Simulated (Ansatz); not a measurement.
Field-gradient calculation, with input and output: Si₇NO₁₆ (charge +1) (part 1 of 2)

Si₇NO₁₆ (defect cell, 24 atoms in the cell, total charge +1), computed with DFT, r2SCAN, plane-wave PAW, default files, scalar-relativistic, no spin polarisation (Ansatz 0.2.0).

It belongs to a series of runs on one base structure; here: N on a Si site, charge +1, r2SCAN at the relaxed positions. Figures and captions count atoms from 1; the log counts them from 0 in places.

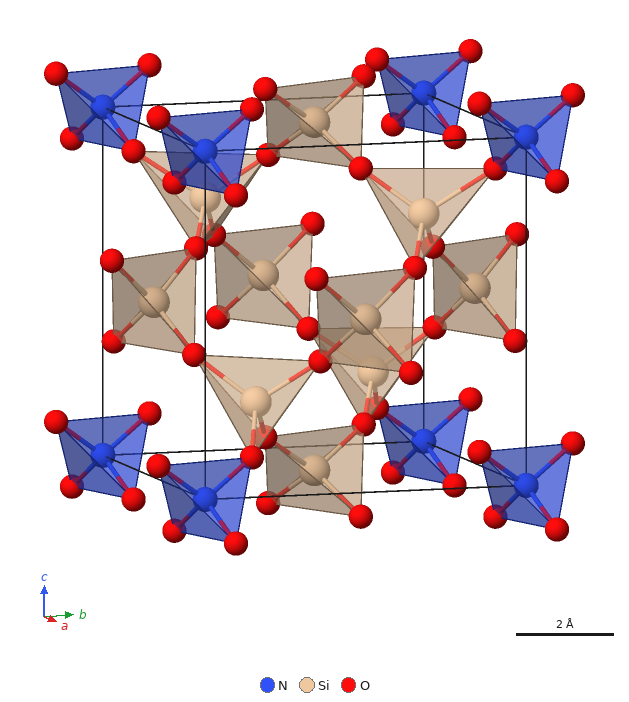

*The structure as given in the input (polyhedral view of the reduced cell, seen slightly off an axis; polyhedra are completed across the faces of the cell).*

**Input**
```yaml
crystal:
  lattice:
    - [0.0, 0.0, 7.3113424844]
    - [4.9545809254, -4.9545809254, 0.0]
    - [4.9545809254, 4.9545809254, -7.3113424844]
  atoms:
    - { symbol: "N", position: [0.0, 0.0, 0.0] }
    - { symbol: Si, position: [-0.00307829, 0.0, 0.5] }
    - { symbol: Si, position: [0.50307829, 0.5, 0.0] }
    - { symbol: Si, position: [0.5, 0.5, 0.5] }
    - { symbol: Si, position: [0.4755306686, 0.7560829174, 0.2358630966] }
    - { symbol: Si, position: [0.5164153454, 0.7641369034, 0.7560829174] }
    - { symbol: Si, position: [0.0042495105, 0.2358630966, 0.2439170826] }
    - { symbol: Si, position: [0.0038044755, 0.2439170826, 0.7641369034] }
    - { symbol: O, position: [0.2680129255, 0.9549966213, 0.1597470195] }
    - { symbol: O, position: [0.3043488606, 0.9306052826, 0.6755275505] }
    - { symbol: O, position: [0.7997116548, 0.4098587311, 0.1597007925] }
    - { symbol: O, position: [0.7944967577, 0.4133756314, 0.6810316064] }
    - { symbol: O, position: [0.7698478689, 0.8402992075, 0.4098587311] }
    - { symbol: O, position: [0.8467307153, 0.8402529805, 0.9549966213] }
    - { symbol: O, position: [0.2999104801, 0.3189683936, 0.4133756314] }
    - { symbol: O, position: [0.3017839726, 0.3244724495, 0.9306052826] }
    - { symbol: O, position: [0.4405734073, 0.6755275505, 0.0693947174] }
    - { symbol: O, position: [0.4731592173, 0.6810316064, 0.5866243686] }
    - { symbol: O, position: [0.9367374727, 0.1597470195, 0.0450033787] }
    - { symbol: O, position: [0.9501304067, 0.1597007925, 0.5901412689] }
    - { symbol: O, position: [0.4324335449, 0.5866243686, 0.3189683936] }
    - { symbol: O, position: [0.4803100697, 0.5901412689, 0.8402992075] }
    - { symbol: O, position: [0.9532937596, 0.0693947174, 0.3244724495] }
    - { symbol: O, position: [0.9485188865, 0.0450033787, 0.8402529805] }
total_charge: 1
kpoints:
  mp_grid: { grid: [4, 4, 4] }
scf:
  occupations: { method: fermi_dirac, width: 0.01 }
hamiltonian:
  xc: r2scan
  pseudopotentials: { kind: paw }
output:
  forces: true
  stress: true
  populations: true
  efg:
    quadrupole_moments_barn: { "N": 0.02044, O: -0.02558 }
    contact_densities: true
```

Command:
```bash
ansatz run input.yaml --threads 1 --pin off --max-ram 3072MiB --backend cpu --events-out ev --progress --plain --runs-dir out
```

**Output**
```
Engine: ansatz 0.2.0, aarch64-unknown-linux-gnu
Pseudopotentials: kind: paw
Pseudopotential: N, paw, valence charge 5, recommended cutoff 500 eV (meta_gga), N.paw.azcp
Pseudopotential: Si, paw, valence charge 4, recommended cutoff 500 eV (meta_gga), Si.paw.azcp
Pseudopotential: O, paw, valence charge 6, recommended cutoff 500 eV (meta_gga), O.paw.azcp
Functional definition: r2SCAN
  parameter k0 = 0.174
  parameter k1 = 0.065
  parameter a1 = 4.9479
  exchange = r2scan_x(k0 = k0, k1 = k1, a1 = a1)
  correlation = r2scan_c
Crystal: 24 atoms, lattice volume = 358.956 Å³
Basis set: ecut = 500 eV, 9143 PW (Γ), exchange–correlation on 216×216×300 points (64 copies of the dense FFT grid, shifted against one another)
Bands: 88, of which v1, the nominal top of the filled ones, is band 64 counted from 1 (63 counted from 0)
Symmetry: 4 space group operations
Space group: P-4 (ITA 81), of the structure as read, at distance tolerance 7.1e-5 Å
k-points: 18 of 64 (time reversal used)
Non-local potential: N, projectors of the file, l = 0: 2, l = 1: 2, l = 2: 1
Non-local potential: Si, projectors of the file, l = 0: 2, l = 1: 2, l = 2: 2
Non-local potential: O, projectors of the file, l = 0: 2, l = 1: 2, l = 2: 1
PAW form: soft (Blöchl's): semilocal exchange-correlation on the pseudo side does not see the compensation charge
PAW frozen core: N, regenerated for the run's functional (the file was generated under x = pbe(κ = 0.804, μ = 0.2195149727645171), c = pbe(β = 0.06672455060314922))
PAW frozen core: Si, regenerated for the run's functional (the file was generated under x = pbe(κ = 0.804, μ = 0.2195149727645171), c = pbe(β = 0.06672455060314922))
PAW frozen core: O, regenerated for the run's functional (the file was generated under x = pbe(κ = 0.804, μ = 0.2195149727645171), c = pbe(β = 0.06672455060314922))
PAW one-centre angular grid: N, 302 points (default); XC on 160 Gauss nodes
PAW one-centre angular grid: Si, 302 points (default); XC on 160 Gauss nodes
PAW one-centre angular grid: O, 302 points (default); XC on 160 Gauss nodes
Initial density: superposition of atomic densities (neutral atoms scaled as one to the charged cell's electrons: chi_scale 0, normalization atom), corrected by the library's trained network
Initial wavefunctions: pseudopotential atomic-orbital guess
Functional: x = r2scan, c = r2scan; τ floored in thin density (d = 2e-4 eV/Å³)
SCF iter   1: F=—  HF=-13974.756386 eV  |F-HF|=—  |Δ(HF+E_count)|=         —  Δρ=2.07e-2  dr2=1.35e0  dr2_τ=2.18e0  ethr=1.77e-3  ⟨swp⟩=6.1  Hψ=7232  notcnv=0  defer=180
preconditioner: auto → Resta (q_TF=auto, 2.297 Å⁻¹)  ε∞=2.6  [insulator: Δε(μ)=5.654 eV  Ē_g=17.423 eV  σ=0.010 eV  W_gap=1.00  n_scr=80 (ndim 8)  ℏωp=22.2 eV  f_vac=0.249  D(μ)=0.00/eV (n_scr^D=0)  ε∞_Penn≈2.6]
SCF iter   2: F=—  HF=-13974.941417 eV  |F-HF|=—  |Δ(HF+E_count)|=   1.85e-1  Δρ=6.91e-3  dr2=8.57e-2  dr2_τ=3.78e-2  ethr=1.05e-3  ⟨swp⟩=2.0  Hψ=2909  notcnv=0  defer=344
SCF iter   3: F=—  HF=-13974.952798 eV  |F-HF|=—  |Δ(HF+E_count)|=   1.14e-2  Δρ=3.33e-3  dr2=2.20e-2  dr2_τ=2.10e-3  ethr=6.69e-5  ⟨swp⟩=3.1  Hψ=2228  notcnv=0  defer=344
SCF iter   4: F=—  HF=-13974.955473 eV  |F-HF|=—  |Δ(HF+E_count)|=   2.68e-3  Δρ=1.18e-3  dr2=4.39e-3  dr2_τ=9.33e-4  ethr=1.72e-5  ⟨swp⟩=2.2  Hψ=2452  notcnv=0  defer=344
SCF iter   5: F=—  HF=-13974.954892 eV  |F-HF|=—  |Δ(HF+E_count)|=   5.81e-4  Δρ=2.28e-4  dr2=1.95e-4  dr2_τ=1.63e-5  ethr=3.43e-6  ⟨swp⟩=2.3  Hψ=2487  notcnv=0  defer=344
SCF iter   6: F=—  HF=-13974.955164 eV  |F-HF|=—  |Δ(HF+E_count)|=   2.72e-4  Δρ=9.14e-5  dr2=3.28e-5  dr2_τ=3.40e-6  ethr=1.52e-7  ⟨swp⟩=2.0  Hψ=2099  notcnv=0  defer=344
SCF iter   7: F=—  HF=-13974.955647 eV  |F-HF|=—  |Δ(HF+E_count)|=   4.82e-4  Δρ=2.40e-5  dr2=1.69e-6  dr2_τ=1.75e-7  ethr=2.56e-8  ⟨swp⟩=2.3  Hψ=2511  notcnv=0  defer=344
SCF iter   8: F=—  HF=-13974.955649 eV  |F-HF|=—  |Δ(HF+E_count)|=   2.52e-6  Δρ=8.21e-6  dr2=2.06e-7  dr2_τ=1.96e-8  ethr=1.32e-9  ⟨swp⟩=2.0  Hψ=2310  notcnv=0  defer=344
SCF iter   9: F=-13974.955649 eV  HF=-13974.955649 eV  |F-HF|=3.73e-9  |Δ(HF+E_count)|=   8.70e-8  Δρ=3.26e-6  dr2=2.94e-8  dr2_τ=3.26e-9  ethr=7.81e-11  ⟨swp⟩=14.7  Hψ=9174  notcnv=0
SCF 1 converged in 9 iterations: F = -13974.955649 eV  dr2 = 2.94e-8
  greatest PAW one-centre occupation: 0.869 electrons in one spin orbital (limit 2), on the O atom at site 23 (counted from 0), in its partial waves of l = 0
```

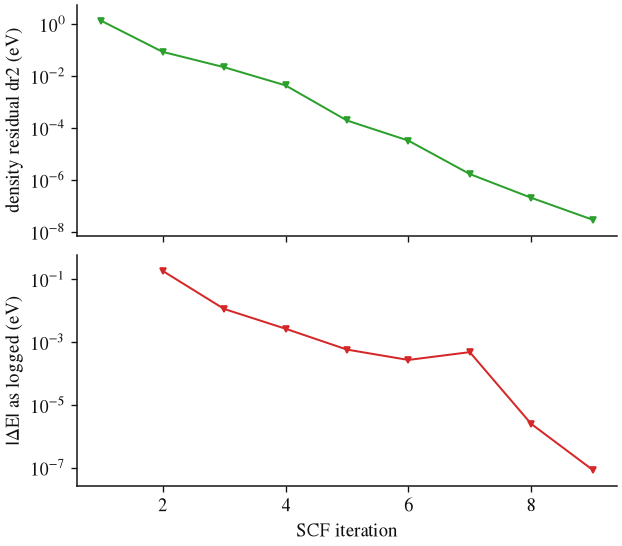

*Convergence of the self-consistent field: density residual dr2 and size of the energy change against the SCF iteration.*

The residual falls at every step.

```
SCF converged after 9 iterations
Free energy (F): -13974.955649 eV
Harris-Foulkes:  -13974.955649 eV  (|F-HF|=3.73e-9)
Internal energy: -13974.955649 eV  (E = F + TS)
E sigma→0 (E₀):  -13974.955649 eV
Fermi energy:    2.854156 eV
--- Per-component energies (eV) ---
  E_band       = -927.493220
  E_kinetic    = 3272.589110
  E_local      = -9825.762388  (includes V_loc(G=0)·N_el)
  E_nonlocal   = 956.098541
  E_hartree    = 3648.243304
  E_xc         = -1584.486001
  E_vxc        = -2121.457388  (∫ρ·V_xc dr)
  E_paw        = -6334.477832  (= ΣΔE_a)
  E_vpaw       = -641.219779  (= ΣTr[D̂ρ^β])
  E_aug_tail   = 0.016816  (compensation charges beyond the density's cutoff)
  E_vtau       = 135.747847  (kinetic-family band-sum trace: ∫τ·v_τ [+ j·A + Jᵃ·Aᵃ] dr)
  E_ewald      = -4106.101549
  E_core_change = -1.075650  (= ΣΔE_core)
  E_smearing   = -0.000000  (= −TS)
  E_closure    = 0.000000  (closes the sum)
  E_deformation_potential = 9.627637  (in the stress; not in F)
  Σ components = -13974.955649   (vs F -13974.955649, Δ=0.00e0)
--- Forces (eV/Å), atoms counted from 1 ---
  atom   1  N      0.00000000     0.00000000     0.00000000
  atom   2  Si     0.00000000     0.00000000    -0.04930868
  atom   3  Si     0.00000000     0.00000000     0.04930868
  atom   4  Si     0.00000000     0.00000000     0.00000000
  atom   5  Si    -0.02070842     0.11991038     0.08940657
  atom   6  Si    -0.11991038    -0.02070842    -0.08940657
  atom   7  Si     0.11991038     0.02070842    -0.08940657
  atom   8  Si     0.02070842    -0.11991038     0.08940657
  atom   9  O     -0.27154474    -0.10509005    -0.08571754
  atom  10  O     -0.26587244     0.04235050     0.02977238
  atom  11  O     -0.22829106     0.03524187    -0.01253852
  atom  12  O     -0.25502680     0.01092832     0.04526208
  atom  13  O     -0.03524187    -0.22829106     0.01253852
  atom  14  O      0.10509005    -0.27154474     0.08571754
  atom  15  O     -0.01092832    -0.25502680    -0.04526208
  atom  16  O     -0.04235050    -0.26587244    -0.02977238
  atom  17  O      0.04235050     0.26587244    -0.02977238
  atom  18  O      0.01092832     0.25502680    -0.04526208
  atom  19  O     -0.10509005     0.27154474     0.08571754
  atom  20  O      0.03524187     0.22829106     0.01253852
  atom  21  O      0.25502680    -0.01092832     0.04526208
  atom  22  O      0.22829106    -0.03524187    -0.01253852
  atom  23  O      0.26587244    -0.04235050     0.02977238
  atom  24  O      0.27154474     0.10509005    -0.08571754
  max |Σ_I F_I| component: 2.78e-16 eV/Å
--- Stress (GPa, compression-positive) ---
       -6.880265       0.000006       0.000000
       -0.000006      -6.880265       0.000000
        0.000000       0.000000      -7.980258
  P = ⅓ Tr σ = -7.2469 GPa (-72.469 kbar)
```
